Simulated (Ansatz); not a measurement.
# NaF: single-point calculation

NaF (Fm-3m, 2 atoms in the cell), computed with DFT, PBE, plane waves, PAW, no spin polarisation (Ansatz 0.2.0).

The structure was built on a prototype by a generator. The geometry comes from this level: r2SCAN.

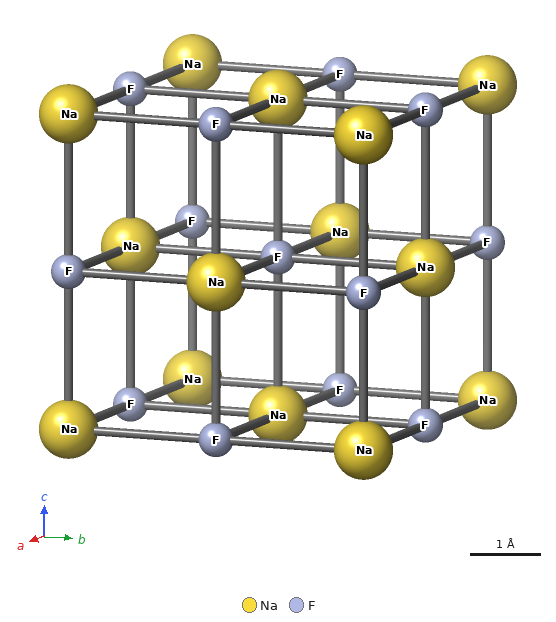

The structure (ball-and-stick view of the cell 4 times as large as that of the calculation, set on its symmetry axes, seen slightly off an axis). Near neighbours in the crystal (not all of them lie inside the picture): Na has 6 F at 2.30 Å; F has 6 Na at 2.30 Å.

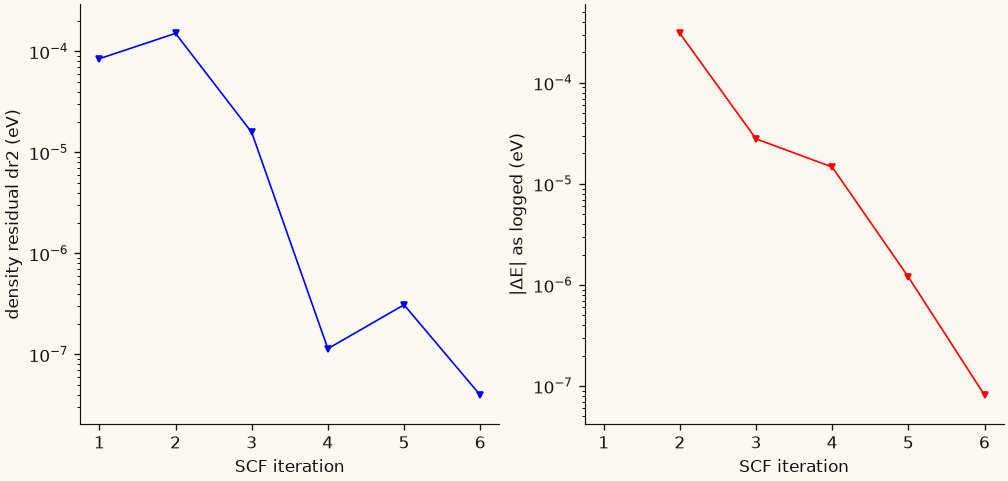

Convergence of the self-consistent field: density residual dr2 and size of the energy change against the SCF iteration. The residual comes down, with one marked jump up, by a factor of about 2.5, at step 5.

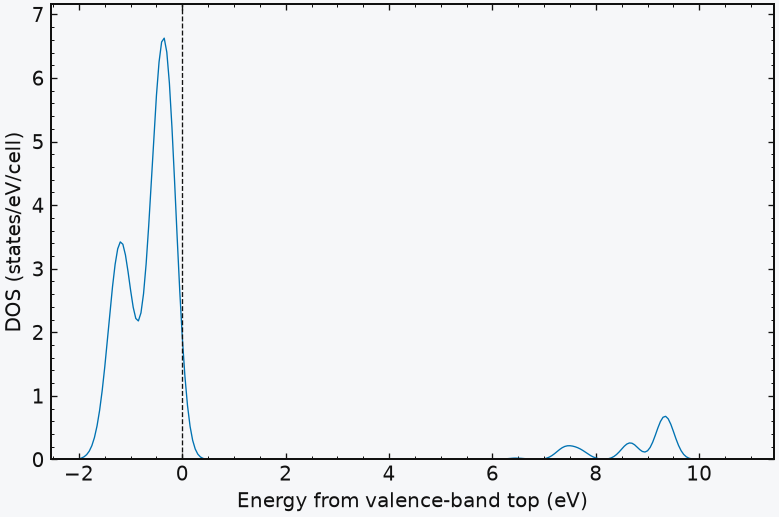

Density of states (the curve is built from the levels of the k mesh with Gaussians 0.4 eV wide, which also blur the band edges), with energies from the valence-band top. There is a gap of 6.46 eV on the k-point mesh. Small ripples come from the finite k-point mesh.

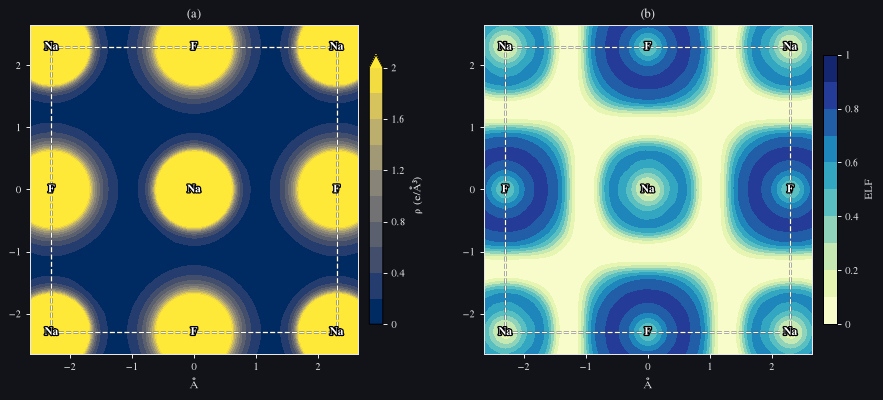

(a) valence electron density; (b) electron localisation function on the (001) plane of the conventional cell. The section cuts through Na and F sites. Na–F (2.30 Å): ρ at the midpoint is about 0.16 e/Å³; the ELF is about 0.05 at the midpoint (ionic bonding with no shared pair). Away from the nuclei the density in this plane falls to 0.04 e/Å³ at its lowest. The strong features right at Na lie inside the PAW spheres (semicore, d or f shells) and say nothing about bonding. The fields are those of the smooth PAW valence density.

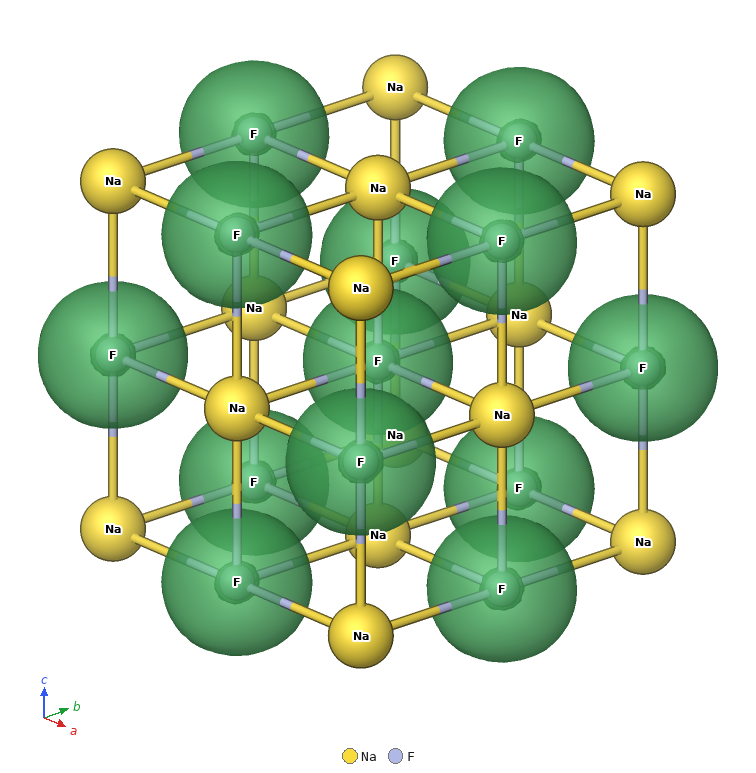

Isosurface of the electron localisation function at 0.65 (green), seen at an oblique angle. Core shells and regions of very low density are left out. Sticks mark near contacts. The outline is the cell set on symmetry axes. Values along the shortest contacts:

The input and output of the run follow.

### The input
```yaml
crystal:
  lattice:
    - [0.0, 2.2971680799, 2.2971680799]
    - [2.2971680799, 0.0, 2.2971680799]
    - [2.2971680799, 2.2971680799, 0.0]
  atoms:
    - { symbol: Na, position: [0.0, 0.0, 0.0] }
    - { symbol: F, position: [0.5, 0.5, 0.5] }
kpoints:
  mp_grid: { grid: [6, 6, 6] }
hamiltonian:
  xc: pbe
scf:
  occupations: { method: fixed }
  n_extra_bands: 4
output:
  forces: true
  stress: true
  eigenvalues: true
  write_density: true
  write_potential: true
  elf: true
  volumetric_format: npy
```

Command:
```bash
ansatz run input.yaml --threads 4 --pin off --max-ram 3686MiB --backend cpu --events-out ev --progress --plain --runs-dir out
```

### Log
```
scf.n_extra_bands = 4 over 8 filled bands (N_el = 16.0): the run solves 12 bands
Engine: ansatz 0.2.0, x86_64-unknown-linux-gnu
Pseudopotentials: kind: paw
Pseudopotential: Na, paw, valence charge 9, recommended cutoff 420 eV (normal), Na.paw.azcp
Pseudopotential: F, paw, valence charge 7, recommended cutoff 420 eV (normal), F.paw.azcp
Functional definition: PBE
  parameter kappa = 0.804
  parameter beta = 0.06672455060314922
  exchange = pbe_x(kappa = kappa, mu = beta*pi^2/3)
  correlation = pbe_c(beta = beta)
Crystal: 2 atoms, lattice volume = 24.244 Å³
Basis set: ecut = 420 eV, 459 PW (Γ), exchange–correlation on 48×48×48 points (8 copies of the dense FFT grid, shifted against one another)
Bands: 12, of which v1, the nominal top of the filled ones, is band 8 counted from 1 (7 counted from 0)
Symmetry: 48 space group operations
Space group: Fm-3m (ITA 225), of the structure as read, at distance tolerance 2.9e-5 Å
k-points: 16 of 216
Non-local potential: Na, projectors of the file, l = 0: 3, l = 1: 2, l = 2: 1
Non-local potential: F, projectors of the file, l = 0: 2, l = 1: 2, l = 2: 1
PAW form: soft (Blöchl's): semilocal exchange-correlation on the pseudo side does not see the compensation charge
PAW one-centre angular grid: Na, 110 points (default); XC on 64 Gauss nodes
PAW one-centre angular grid: F, 110 points (default); XC on 64 Gauss nodes
Initial density: superposition of atomic densities (neutral atoms: chi_scale 0, normalization atom), corrected by the library's trained network
Initial wavefunctions: pseudopotential atomic-orbital guess
Functional: x = pbe(κ = 0.804, μ = 0.2195149727645171), c = pbe(β = 0.06672455060314922)
SCF iter   1: F=—  HF=-2297.413131 eV  |F-HF|=—  |Δ(HF+E_count)|=         —  Δρ=7.37e-4  dr2=8.47e-5  ethr=1.77e-3  ⟨swp⟩=4.6  Hψ=944  notcnv=0  defer=28
preconditioner: auto → none  [insulator: Δε(μ)=6.451 eV  Ē_g=26.630 eV  n_scr=8 (ndim 8)  ℏωp=28.2 eV  f_vac=0.108  ε∞_Penn≈2.1]
SCF iter   2: F=—  HF=-2297.412822 eV  |F-HF|=—  |Δ(HF+E_count)|=   3.09e-4  Δρ=1.05e-3  dr2=1.51e-4  ethr=5.30e-7  ⟨swp⟩=2.4  Hψ=491  notcnv=0  defer=30
SCF iter   3: F=—  HF=-2297.412794 eV  |F-HF|=—  |Δ(HF+E_count)|=   2.79e-5  Δρ=3.65e-4  dr2=1.58e-5  ethr=5.30e-7  ⟨swp⟩=2.0  Hψ=246  notcnv=0  defer=30
SCF iter   4: F=—  HF=-2297.412809 eV  |F-HF|=—  |Δ(HF+E_count)|=   1.47e-5  Δρ=3.87e-5  dr2=1.14e-7  ethr=9.87e-8  ⟨swp⟩=2.2  Hψ=251  notcnv=0  defer=30
SCF iter   5: F=—  HF=-2297.412810 eV  |F-HF|=—  |Δ(HF+E_count)|=   1.20e-6  Δρ=4.32e-5  dr2=3.10e-7  ethr=7.13e-10  ⟨swp⟩=2.0  Hψ=304  notcnv=0  defer=30
SCF iter   6: F=-2297.412810 eV  HF=-2297.412810 eV  |F-HF|=3.54e-8  |Δ(HF+E_count)|=   8.13e-8  Δρ=1.53e-5  dr2=3.96e-8  ethr=6.25e-10  ⟨swp⟩=8.6  Hψ=1297  notcnv=0
SCF 1 converged in 6 iterations: F = -2297.412810 eV  dr2 = 3.96e-8
  greatest PAW one-centre occupation: 0.999 electrons in one spin orbital (limit 2), on the Na atom at site 0 (counted from 0), in its partial waves of l = 0
SCF converged after 6 iterations
Free energy (F): -2297.412810 eV
Harris-Foulkes:  -2297.412810 eV  (|F-HF|=3.54e-8)
Internal energy: -2297.412810 eV  (E = F + TS)
E sigma→0 (E₀):  -2297.412810 eV
Fermi energy:    1.216881 eV
--- Per-component energies (eV) ---
  E_band       = -229.962673
  E_kinetic    = 329.569874
  E_local      = -1676.860225  (includes V_loc(G=0)·N_el)
  E_nonlocal   = 188.787118
  E_hartree    = 594.282234
  E_xc         = -120.294118
  E_vxc        = -154.316205  (∫ρ·V_xc dr)
  E_paw        = -463.679041  (= ΣΔE_a)
  E_vpaw       = -105.703770  (= ΣTr[D̂ρ^β])
  E_aug_tail   = 0.002128  (compensation charges beyond the density's cutoff)
  E_ewald      = -1149.220779
  E_smearing   = -0.000000  (= −TS)
  E_closure    = -0.000000  (closes the sum)
  Σ components = -2297.412810   (vs F -2297.412810, Δ=0.00e0)
--- Forces (eV/Å), atoms counted from 1 ---
  atom   1  Na    -0.00000000     0.00000000     0.00000000
  atom   2  F      0.00000000     0.00000000     0.00000000
  max |Σ_I F_I| component: 1.81e-29 eV/Å
--- Stress (GPa, compression-positive) ---
        3.613376       0.000000      -0.000000
       -0.000000       3.613376      -0.000000
        0.000000       0.000000       3.613376
  P = ⅓ Tr σ = 3.6134 GPa (36.134 kbar)
--- Band table (eV; the first three rows and the last of 16) ---
  k-point 0: bands = ["-45.7938", "-17.9881", "-17.6537", "-17.6537", "-17.6537", "1.2169", "1.2169", "1.2169", "7.6734", "20.3897", "20.3897", "20.3897"]
  k-point 1: bands = ["-45.7901", "-18.2549", "-17.6569", "-17.6569", "-17.3530", "0.7167", "1.1477", "1.1477", "8.6142", "17.9001", "20.8096", "20.8096"]
  k-point 2: bands = ["-45.7826", "-18.5168", "-17.6634", "-17.6634", "-17.0214", "-0.0812", "1.0150", "1.0150", "10.6194", "15.3976", "21.4801", "21.4801"]
  k-point 15: bands = ["-45.7743", "-18.1305", "-17.7825", "-17.7349", "-17.2823", "0.1027", "0.5477", "0.6671", "14.6026", "14.6245", "16.1011", "19.2569"]
```

### File rho_z.tsv
```
# z_ang	rho[e/angstrom^3]
# format = ansatz-planar-average/11
# lattice	0.000000000	2.297168080	2.297168080
# lattice	2.297168080	0.000000000	2.297168080
# lattice	2.297168080	2.297168080	0.000000000
# sites	2
# site	11	0.000000000	0.000000000	0.000000000
# site	9	2.297168080	2.297168080	2.297168080
0.000000	1.260646e0
0.135362	1.178099e0
0.270724	9.587156e-1
0.406086	6.771878e-1
0.541448	4.271776e-1
0.676810	2.782852e-1
0.812172	2.430756e-1
0.947533	2.963108e-1
1.082895	4.181360e-1
1.218257	5.939180e-1
1.353619	7.861200e-1
1.488981	9.359046e-1
1.624343	9.923164e-1
1.759705	9.359046e-1
1.895067	7.861200e-1
2.030429	5.939180e-1
2.165791	4.181360e-1
2.301153	2.963108e-1
2.436515	2.430756e-1
2.571877	2.782852e-1
2.707239	4.271776e-1
2.842600	6.771878e-1
2.977962	9.587156e-1
3.113324	1.178099e0
```

### File v_z.tsv
```
# z_ang	v_es[eV]	v_tot[eV]
# format = ansatz-planar-average/11
# xc	pbe
# density_cutoff_ev	1680
# datasets	Na=:simpson_from_first_knot:soft	F=:simpson_from_first_knot:soft
# lattice	0.000000000	2.297168080	2.297168080
# lattice	2.297168080	0.000000000	2.297168080
# lattice	2.297168080	2.297168080	0.000000000
# sites	2
# site	11	0.000000000	0.000000000	0.000000000
# site	9	2.297168080	2.297168080	2.297168080
0.000000	-2.208342e0	-1.055403e1
0.135362	-1.796430e0	-1.013249e1
0.270724	-6.585526e-1	-8.967692e0
0.406086	9.747295e-1	-7.298814e0
0.541448	2.732692e0	-5.505802e0
0.676810	4.301713e0	-3.925914e0
0.812172	5.042912e0	-3.273943e0
0.947533	4.708459e0	-3.871818e0
1.082895	3.900007e0	-5.075329e0
1.218257	3.033448e0	-6.341686e0
1.353619	2.294896e0	-7.408103e0
1.488981	1.834422e0	-8.100674e0
1.624343	1.693166e0	-8.330974e0
1.759705	1.834422e0	-8.100674e0
1.895067	2.294896e0	-7.408103e0
2.030429	3.033448e0	-6.341686e0
2.165791	3.900007e0	-5.075329e0
2.301153	4.708459e0	-3.871818e0
2.436515	5.042912e0	-3.273943e0
2.571877	4.301713e0	-3.925914e0
2.707239	2.732692e0	-5.505802e0
2.842600	9.747295e-1	-7.298814e0
2.977962	-6.585526e-1	-8.967692e0
3.113324	-1.796430e0	-1.013249e1
```

### Results in brief

- outcome: converged
- space group (tolerance 0.01 Å): Fm-3m (225)
- electrons treated: 16
- free energy: −2297.4128 eV
- Fermi energy: 1.217 eV
- gap on the k-point mesh: 6.46 eV
- pressure: 3.61 GPa
- largest force (length of the vector): under 0.001 eV/Å
- hardware: 4 threads of an x86-64 CPU, shared host
- wall time: 0.75 s (CPU time 1.6 s)
- peak memory: 0.29 GiB
